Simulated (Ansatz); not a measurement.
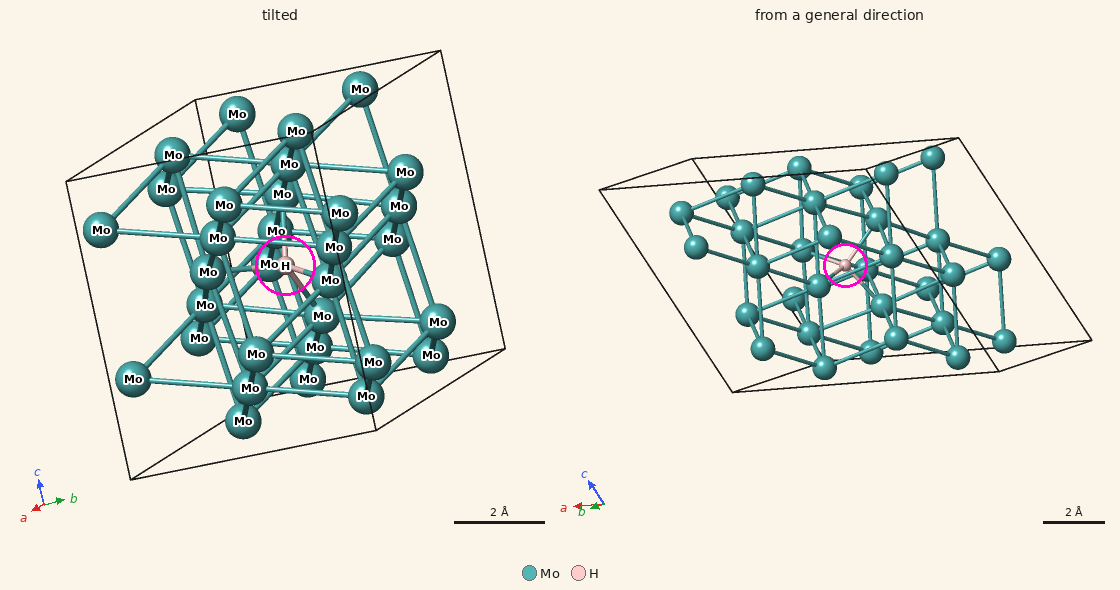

View slightly off an axis and from a general direction, drawn as a ball-and-stick model. The parallelepiped is the supercell. The host is Mo, in a cell of 32 sites, and the cell is neutral. A ring marks the defect's site.

Question: Describe the defect.

Answer: An interstitial hydrogen atom. It is bonded to four Mo in a distorted tetrahedral arrangement at about 1.8 Å. Not all metal-metal contacts are counted.

The atoms were relaxed in the host's cell with Ansatz, DFT PBE, scalar-relativistic, plane waves, PAW.
